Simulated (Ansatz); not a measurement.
**Sn: 9 runs along one coordinate**

System: Sn (I4₁/amd, 2 atoms in the cell).
Method: DFT PBEsol, scalar-relativistic, plane waves, PAW, no spin polarisation (Ansatz 0.2.0).

The 9 runs differ only in the geometry, by a strain of the cell at fixed fractional positions. Against run 5, the strain is εzz = η. The structure derives from an entry of the Crystallography Open Database.

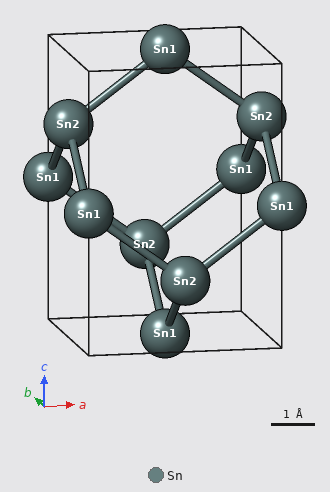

Figure 1. The structure of run 5 (ball-and-stick view of the cell 2 times as large as that of the calculation, set on its symmetry axes, seen slightly off an axis; atoms are numbered from 1 in the order of the input). An atom can appear more than once, as a periodic image.

## Input of run 5
```yaml
crystal:
  lattice:
    - [0.0, 3.2456, 3.36731]
    - [3.2456, 0.0, 3.36731]
    - [3.2456, 3.2456, 0.0]
  atoms:
    - { symbol: Sn, position: [0.5, 0.5, 0.5] }
    - { symbol: Sn, position: [0.75, 0.75, 0.75] }
basis:
  ecutwfc: 420
kpoints:
  mp_grid: { grid: [12, 12, 12] }
hamiltonian:
  xc: pbesol
scf:
  occupations: { method: gaussian, width: 0.15 }
output:
  forces: true
  stress: true
  eigenvalues: true
```

Command:
```bash
ansatz run input.yaml --threads 1 --pin off --max-ram 2560MiB --backend cpu --events-out ev --progress --plain --runs-dir out
```

Run 8 differs from it as follows:
```diff
-    - [0.0, 3.2456, 3.36731]
-    - [3.2456, 0.0, 3.36731]
+    - [0.0, 3.2456, 3.67142272]
+    - [3.2456, 0.0, 3.67142272]
```

## Results, with one run withheld

```csv
run,strain parameter η (%),"free energy per atom, from the lowest run given (meV)",pressure (GPa)
1,−18.0723,205.73,11.02
2,−14.4578,120.23,7.90
3,−10.8434,57.05,5.22
4,−7.2289,16.72,2.91
5,0.0000,0.00,−0.57
6,3.6145,19.07,−1.84
7,7.2289,53.40,−2.85
8,9.0313,?,?
9,10.8434,100.72,−3.65
```

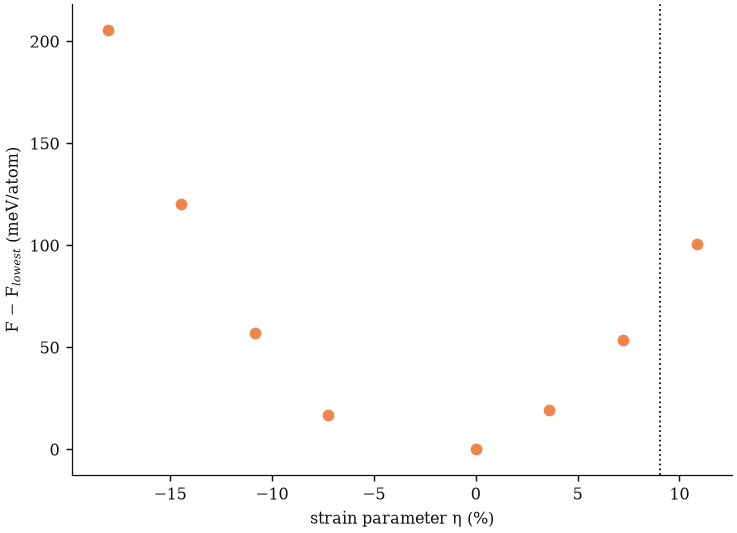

Figure 2. Free energy per atom of the runs given; the dotted line marks run 8.

What should run 8 give?

A cubic polynomial in the coordinate, fitted to the 8 runs given, misses them by at most 1.01 meV per atom. With x = η + 3.6145, it reads F = −0.77353 − 2.3047 x + 0.73879 x² − 0.0063836 x³ (meV per atom). At run 8 it gives 75.32 meV per atom, and the run itself gives 75.54. The fit has its minimum at η = −2.0218 %.

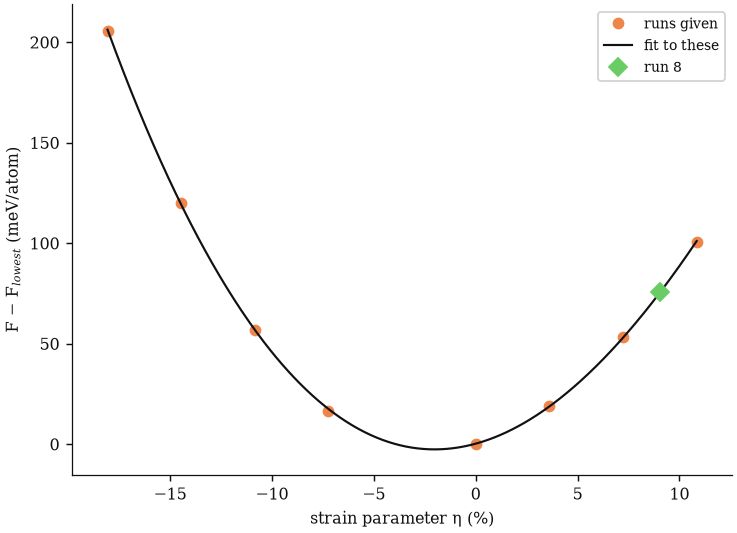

Figure 3. The fit and the withheld run.

## Output, shortened to warnings, some set-up lines, iterations and results (run 8)
```
Basis set: ecut = 420 eV, 1509 PW (Γ), exchange–correlation on 72×72×64 points (8 copies of the dense FFT grid, shifted against one another)
Symmetry: 16 space group operations
k-points: 163 of 1728
Initial density: superposition of atomic densities (neutral atoms: chi_scale 0, normalization atom), corrected by the library's trained network
[...]
SCF iter   1: F=—  HF=-11899.352256 eV  |F-HF|=—  |Δ(HF+E_count)|=         —  Δρ=2.22e-3  dr2=4.43e-3  ethr=1.77e-3  ⟨swp⟩=5.5  Hψ=14763  notcnv=0
SCF iter   2: F=—  HF=-11899.349343 eV  |F-HF|=—  |Δ(HF+E_count)|=   2.91e-3  Δρ=1.34e-3  dr2=2.08e-3  ethr=1.58e-5  ⟨swp⟩=1.2  Hψ=4314  notcnv=0
SCF iter   3: F=—  HF=-11899.349152 eV  |F-HF|=—  |Δ(HF+E_count)|=   1.91e-4  Δρ=5.36e-4  dr2=2.81e-4  ethr=7.41e-6  ⟨swp⟩=2.0  Hψ=5217  notcnv=0
SCF iter   4: F=—  HF=-11899.349294 eV  |F-HF|=—  |Δ(HF+E_count)|=   1.42e-4  Δρ=5.83e-4  dr2=2.83e-4  ethr=1.00e-6  ⟨swp⟩=2.0  Hψ=5217  notcnv=0
SCF iter   5: F=—  HF=-11899.349218 eV  |F-HF|=—  |Δ(HF+E_count)|=   7.63e-5  Δρ=1.17e-4  dr2=1.87e-5  ethr=1.00e-6  ⟨swp⟩=2.0  Hψ=5216  notcnv=0
SCF iter   6: F=—  HF=-11899.349225 eV  |F-HF|=—  |Δ(HF+E_count)|=   7.41e-6  Δρ=2.56e-5  dr2=7.43e-7  ethr=6.67e-8  ⟨swp⟩=3.0  Hψ=5276  notcnv=0
SCF iter   7: F=-11899.349226 eV  HF=-11899.349226 eV  |F-HF|=1.75e-8  |Δ(HF+E_count)|=   6.51e-7  Δρ=3.53e-6  dr2=1.10e-8  ethr=3.57e-10  ⟨swp⟩=5.4  Hψ=15382  notcnv=0
SCF 1 converged in 7 iterations: F = -11899.349226 eV  dr2 = 1.10e-8
SCF converged after 7 iterations
Free energy (F): -11899.349226 eV
Harris-Foulkes:  -11899.349226 eV  (|F-HF|=1.75e-8)
Internal energy: -11899.346898 eV  (E = F + TS)
E sigma→0 (E₀):  -11899.348062 eV
Entropy (-TS):   -0.002328 eV (-1.164 meV/atom)
Fermi energy:    6.259658 eV
--- Per-component energies (eV) ---
  E_band       = -286.568118
  E_kinetic    = 372.317944
  E_local      = -2445.762217  (includes V_loc(G=0)·N_el)
  E_nonlocal   = -60.893298
  E_hartree    = 1375.361778
  E_xc         = -756.382512
  E_vxc        = -191.204471  (∫ρ·V_xc dr)
  E_paw        = -8131.561769  (= ΣΔE_a)
  E_vpaw       = -711.754121  (= ΣTr[D̂ρ^β])
  E_aug_tail   = -0.000001  (compensation charges beyond the density's cutoff)
  E_ewald      = -2252.996502
  E_core_change = 0.569680  (= ΣΔE_core)
  E_smearing   = -0.002328  (= −TS)
  E_closure    = 0.000000  (closes the sum)
  Σ components = -11899.349226   (vs F -11899.349226, Δ=0.00e0)
--- Forces (eV/Å), atoms counted from 1 ---
  atom   1  Sn     0.00000000     0.00000000     0.00000000
  atom   2  Sn     0.00000000     0.00000000     0.00000000
  max |Σ_I F_I| component: 6.07e-18 eV/Å
--- Stress (GPa, compression-positive) ---
       -1.950147       0.000000       0.000000
        0.000000      -1.950147       0.000000
        0.000000       0.000000      -5.927737
  P = ⅓ Tr σ = -3.2760 GPa (-32.760 kbar)
```
